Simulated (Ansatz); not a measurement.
Consider Se.

Input file:

```
crystal:
  lattice:
    - [-1.7397641318, 1.7397641318, 1.7397641318]
    - [1.7397641318, -1.7397641318, 1.7397641318]
    - [1.7397641318, 1.7397641318, -1.7397641318]
  atoms:
    - { symbol: Se, position: [0.0, 0.0, 0.0] }
hamiltonian:
  xc: r2scan
  pseudopotentials:
    kind: paw
    azcp:
      Se: "pseudopotentials/Se.paw.azcp"
basis:
  ecutwfc: 500
  fft_grid_basis: typed
kpoints:
  mp_grid: { grid: [15, 15, 15], shift: [0, 0, 0] }
magnetization:
  spin_polarized: false
scf:
  occupations: { method: fermi_dirac, width: 0.1 }
  lower_state_search: "off"
output:
  stress: true
  write_density: true
  write_potential: true
  elf: true
  volumetric_format: npy
```

Run with:

```sh
ansatz run input.yaml --threads 1 --pin off --max-ram 3584MiB --backend cpu --events-out ev --progress --plain --runs-dir out
```

Below, planes, directions and counts refer to the conventional cell (a = 3.48 Å, b = 3.48 Å, c = 3.48 Å, α = 90.00°, β = 90.00°, γ = 90.00°).

Space group Im-3m; set up as Se, bcc; a generated structure, not necessarily the stable one; changed on purpose from its base cell (volume × 1.04); computed pressure about −2 GPa in this cell.

These are results of DFT, r2SCAN, plane waves (500 eV) with PAW, scalar-relativistic in Ansatz, not measurements.

What can the converged valence pseudo-density and electron localisation function tell about the bonding?

Answer. Se–Se (3.01 Å): ρ is about 0.21 e/Å³ halfway; the ELF is about 0.35 at the midpoint.

Metal or insulator at this level of theory?

Answer. It is metallic or semimetallic at this level of theory: no gap opens.

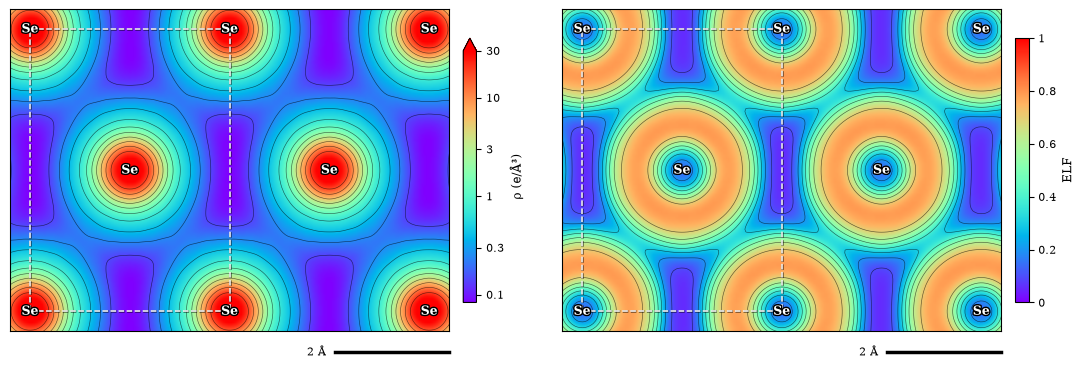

Computed valence pseudo-density and electron localisation function on the (011) plane of the conventional cell, in this order. 
